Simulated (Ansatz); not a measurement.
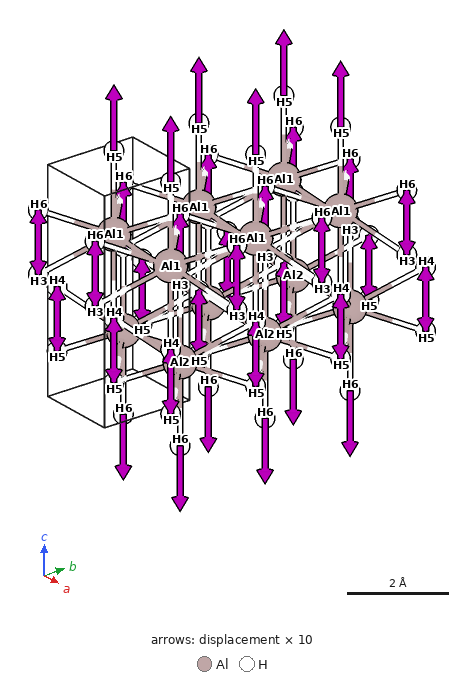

This is a relaxation of solid AlH2 (set up in P6_3/mmc) (coarse preliminary run). The starting structure is drawn; purple arrows show the displacements (the part carried along by the change of the cell is left out), 10 times their true length.

The picture is a ball-and-stick view of the cell of the calculation, repeated 2 × 3 × 1 with one cell outlined, seen slightly off an axis.

Case: 4 H put on empty site 2 of 1 host cells, relaxed.

The calculation used DFT PBE, scalar-relativistic, plane waves, PAW in Ansatz 0.2.0.

Input file:
```yaml
crystal:
  lattice:
    - [2.8401536752, 0.0, 0.0]
    - [-1.4200768376, 2.4596452334, 0.0]
    - [0.0, 0.0, 4.7543579465]
  atoms:
    - { symbol: Al, position: [0.6666666667, 0.3333333333, 0.75] }
    - { symbol: Al, position: [0.3333333333, 0.6666666667, 0.25] }
    - { symbol: H, position: [0.3333333333, 0.6666666667, 0.6111111111] }
    - { symbol: H, position: [0.6666666667, 0.3333333333, 0.3888888889] }
    - { symbol: H, position: [0.6666666667, 0.3333333333, 0.1111111111] }
    - { symbol: H, position: [0.3333333333, 0.6666666667, 0.8888888889] }
basis:
  ecutwfc: 420
kpoints:
  mp_grid: { grid: [6, 6, 4] }
hamiltonian:
  xc: pbe
scf:
  occupations: { method: gaussian, width: 0.1 }
output:
  forces: true
  stress: true
  eigenvalues: true
relax:
  adjacent_minimum: "off"
  f_tol: 0.0325
  max_steps: 70
  cell: { stress_tol: 0.24 }
```

Command:
```bash
ansatz run input.yaml --threads 2 --pin off --max-ram 5120MiB --backend cpu --events-out ev --progress --plain --runs-dir out
```

Question: What did the optimiser do to the structure, and how much energy did it gain?

Answer: The largest moves relative to the cell, 0.14 Å, are those of H3, H4, H5 and H6. H6 goes along −c. Al stays in place. The volume changes by +70.0 %, with a = b 2.840 → 2.729 Å (−3.9 %), c 4.754 → 8.757 Å (+84.2 %). Near-neighbour distances that change, for instance: Al1–H4 1.717 → 3.300 Å, Al1–H3 1.768 → 1.910 Å. Bonds break: Al1–H4 (1.72 → 3.30 Å), Al1–H5 (1.72 → 3.30 Å), Al2–H3 (1.72 → 3.30 Å), Al2–H6 (1.72 → 3.30 Å). Among the angles between lasting bonds that change: Al1–H3–Al1 106.9° → 91.2°, H3–Al1–H3 106.9° → 91.2°, H3–Al1–H6 124.7° → 131.3°. The space group stays P6_3/mmc (No. 194). Over 24 accepted moves (27 points after the start) the energy falls by 581 meV per atom. The largest force component goes from 1.4 to under 0.0001 eV/Å. The pressure goes from 51.19 to −0.01 GPa. At 3 points the geometry stayed and the basis and grid were re-selected for the new cell (energy shift of 58.5 meV per atom at most each time). The run took 18 s on 2 threads of Intel(R) Xeon(R) Platinum 8375C CPU @ 2.90GHz (Ice Lake), with other jobs on the host, peak memory 0.39 GiB.
